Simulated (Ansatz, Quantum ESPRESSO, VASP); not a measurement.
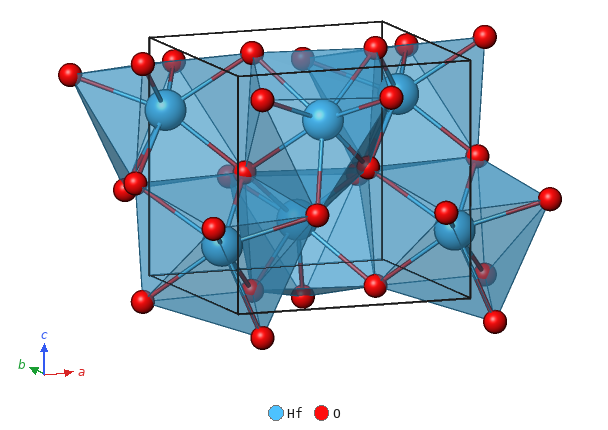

HfO₂, space group Pca2₁ (No. 29), a = 5.219 Å, b = 5.005 Å, c = 5.033 Å, α = 90.00°, β = 90.00°, γ = 90.00° (10.96 Å³/atom). Crystal structure, polyhedral style, seen slightly off an axis. The parallelepiped is the conventional unit cell. Some neighbours outside the box are added. The cell is a structure listed in the Materials Project. Other forms of this composition are known.

The cell was scaled uniformly, at fixed shape and fractional positions, in three programs or potential sets. Alike in all runs: functional PBE; k mesh 5 × 6 × 5 on the run's cell of 12 atoms; occupations fermi-dirac, width 0.05 eV; no spin polarisation; no spin-orbit coupling.

Energies from Ansatz LAPW (all-electron):

| volume (Å³/atom) | E − E(lowest point) (meV/atom) |
| --- | --- |
| 10.298 | 90.85 |
| 10.517 | 55.55 |
| 10.736 | 29.69 |
| 10.955 | 12.33 |
| 11.175 | 2.68 |
| 11.394 | 0.00 |
| 11.613 | 3.61 |

What equilibrium volume and bulk modulus do these points give?

V0 = 11.37 Å³/atom, B0 = 241 GPa and B0′ = 4.2. V0 lies 3.8 % above the volume of the cell as given.

The same fit in all programs:

| program | V0 (Å³/atom) | B0 (GPa) | B0′ |
| --- | --- | --- | --- |
| Ansatz LAPW (all-electron) | 11.37 | 241 | 4.2 |
| VASP (PBE potentials, release 64 Hf_pv, O) | 11.23 | 247 | 4.3 |
| Quantum ESPRESSO (SSSP 1.3 efficiency) | ? | ? | ? |

Estimate the row of Quantum ESPRESSO (SSSP 1.3 efficiency).

V0 = 11.30 Å³/atom, B0 = 243 GPa and B0′ = 4.2. The other rows span 11.23 to 11.37 Å³/atom and 241 to 247 GPa.

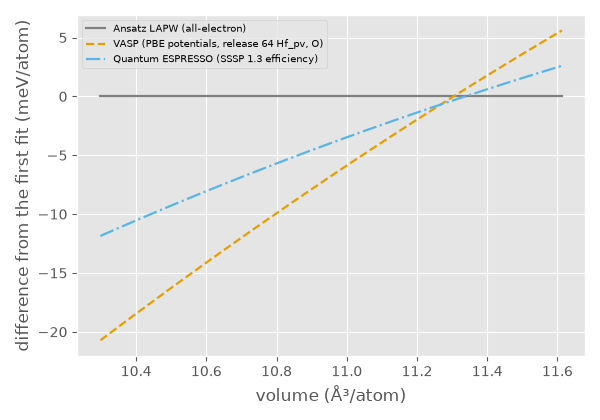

Each fitted curve, counted from its own minimum, less that of Ansatz LAPW (all-electron). With one functional throughout, the spread comes from potentials, basis sets and numerical settings; B0′ is uncertain by a few tenths over so narrow a range.

Caveat: the cell was scaled at fixed shape and fractional positions, which overstates the stiffness of a crystal with free parameters, most of all of layers and chains; spin-orbit coupling is left out, which matters for Hf, if less for volumes and forces than for levels.
